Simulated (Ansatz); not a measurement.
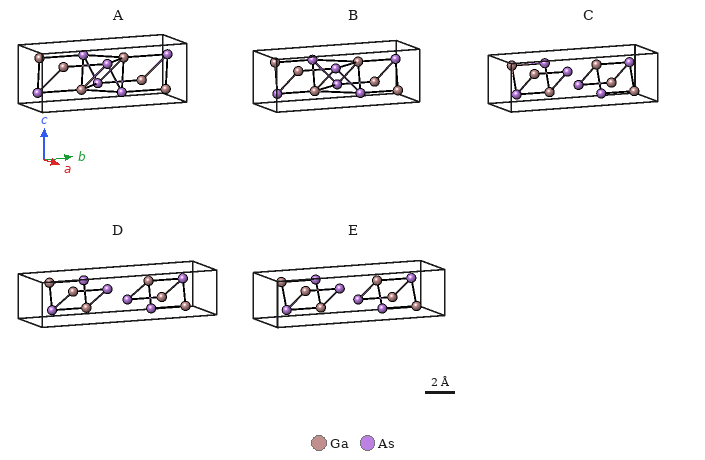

5 geometries from one relaxation of crystalline GaAs (built on the CrB type) (coarse preliminary run), in shuffled order. Style: ball-and-stick. Shown: the conventional cell (2 times the calculation's cell), slightly off an axis. Lengths and directions refer to the drawn axes.

Case: CrB type (Cmcm, No. 63).

These are results of DFT r2SCAN, scalar-relativistic, plane waves, PAW (Ansatz), not measurements. (plane-wave cutoff 500 eV; k-point mesh 4 × 4 × 4; occupations gaussian; smearing width 0.1 eV; no spin polarisation; cell and atoms relaxed; force threshold 0.04 eV/Å; at most 70 steps)

Put them in the order of the run, from the start to the converged end.

A, B, C, E, D. They are steps 0, 3, 7, 10, 16, at +440 meV per atom, +174 meV per atom, +101 meV per atom, +26.7 meV per atom relative to the last. The largest moves relative to the cell, 1.00 Å, are those of As atoms. By element the largest moves are As 1.00 Å, Ga 0.42 Å. The volume changes by −9.0 %, with a 4.159 → 4.102 Å (−1.4 %), b 10.975 → 13.266 Å (+20.9 %), c 4.131 → 3.154 Å (−23.6 %). Among the contacts that change: As–Ga 2.992 → 4.515 Å, As–As 2.339 → 3.678 Å, As–As 4.131 → 3.154 Å, As–Ga 3.336 → 2.610 Å. Bonds break, among them: As–As (2.34 → 3.68 Å). The space group stays Cmcm (No. 63). After 13 accepted moves (16 points after the start) the energy has fallen by 440 meV per atom. The largest force component goes from 2.6 to 0.012 eV/Å. Pressure: 3.95 GPa at the start and 0.06 GPa at the end. The line search rejected the trial steps at points 4, 12 of the run. The SCF was repeated once at an unchanged geometry on a basis and grid sized afresh for the cell, which shifted the energy by 0.8 meV per atom at most.

Limits of the set-up: the k-point mesh is coarse for a cell with partly filled bands.
